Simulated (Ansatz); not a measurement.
# Co2Si: what the fields show

```
Co Si
1.0
     5.20972    0.00000    0.00000
     0.00000    3.68192   -3.68531
     0.00000    3.68192    3.68531
Co Si
8 4
Direct
  0.74974 0.24999 0.24999
  0.74974 0.74999 0.74999
  0.24974 0.75001 0.25001
  0.24974 0.25001 0.75001
  0.25026 0.25001 0.25001
  0.25026 0.75001 0.75001
  0.75026 0.74999 0.24999
  0.75026 0.24999 0.74999
  0.00000 0.00000 0.00000
  0.00000 0.50000 0.50000
  0.50000 0.50000 0.00000
  0.50000 0.00000 0.50000
```

Space group Fm-3m; computed without spin polarisation.

Level of theory: DFT PBEsol, scalar-relativistic, plane waves, PAW in Ansatz 0.2.0.

Core electrons are frozen (PAW), and the valence fields are smoothed inside the atomic spheres.

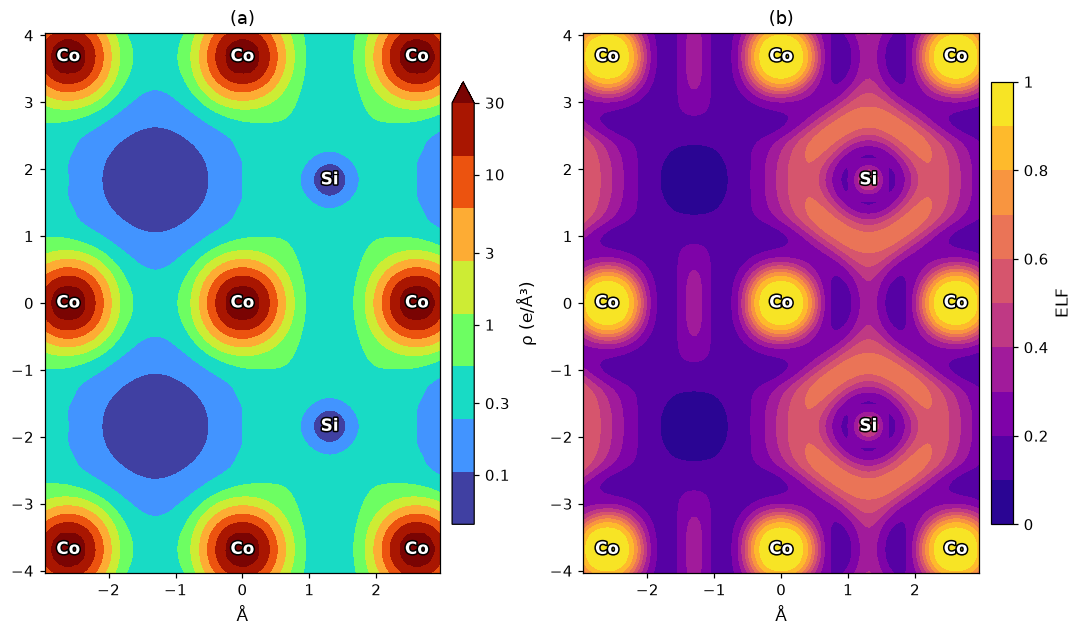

Figure 1. (a) valence electron density; (b) ELF on the (011̄) plane of the conventional cell.

> Describe what can be read from this map.

The section cuts through Co and Si sites. Co–Si (2.26 Å): ρ is about 0.53 e/Å³ halfway; the ELF peaks at about 0.65 in the valence shell of Si, 0.9 Å from its nucleus, and is about 0.45 at the midpoint. Between the atoms the lowest density in this plane is 0.05 e/Å³. The features right at Co lie inside the PAW spheres, where the map follows smoothed inner orbitals and isn't to be read closely.

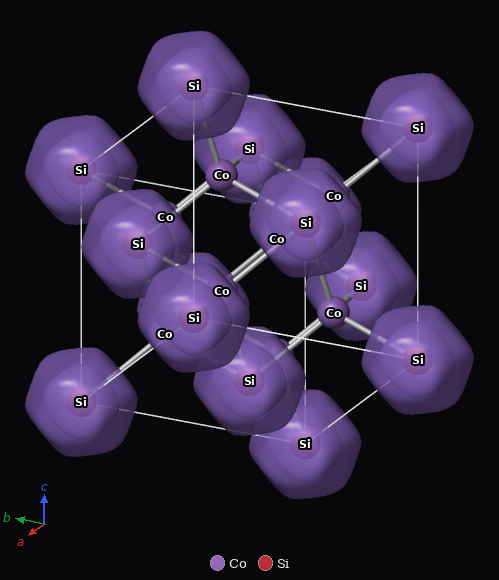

Figure 2. Isosurface of the ELF at 0.55 (purple), seen at an oblique angle. Only the valence region is drawn (cores and ρ < 0.01 e/Å³ removed). Sticks mark near contacts.

> Where are the electrons localised?

The surface consists of four regions wrapped around Si (the valence shell of each), counted in one cell of 12 atoms. Any copies at cell faces, edges or corners count once.

> Metal or insulator at this level of theory?

It is gapless in this calculation (a metal or semimetal).
